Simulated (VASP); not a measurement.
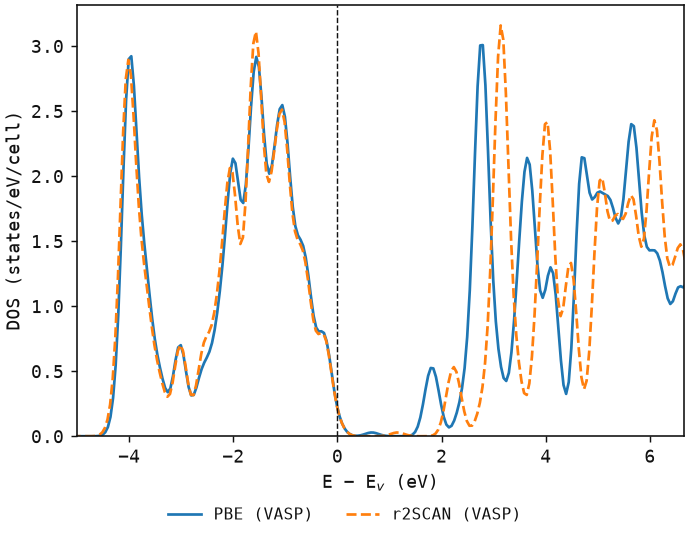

Total densities of states of CdTe, space group F-43m (No. 216), 2 atoms in the cell, zincblende type, by two methods on the same cell. The curves are built from the levels of the k mesh with Gaussians 0.3 eV wide, which also blur the band edges. Each is counted from its own valence-band top.

What changes from one method to the other?

Answer. PBE (VASP) gives a gap of 0.66 eV and r2SCAN (VASP) gives a gap of 1.15 eV.

Settings. PBE (VASP): DFT, PBE, plane waves, PAW, 6×6×6 k mesh, 520 eV cutoff, Fermi-Dirac smearing of 0.02 eV (VASP). r2SCAN (VASP): DFT, r2SCAN, plane waves, PAW, 6×6×6 k mesh, 520 eV cutoff (VASP).

Spin-orbit coupling is left out, which matters for Te.
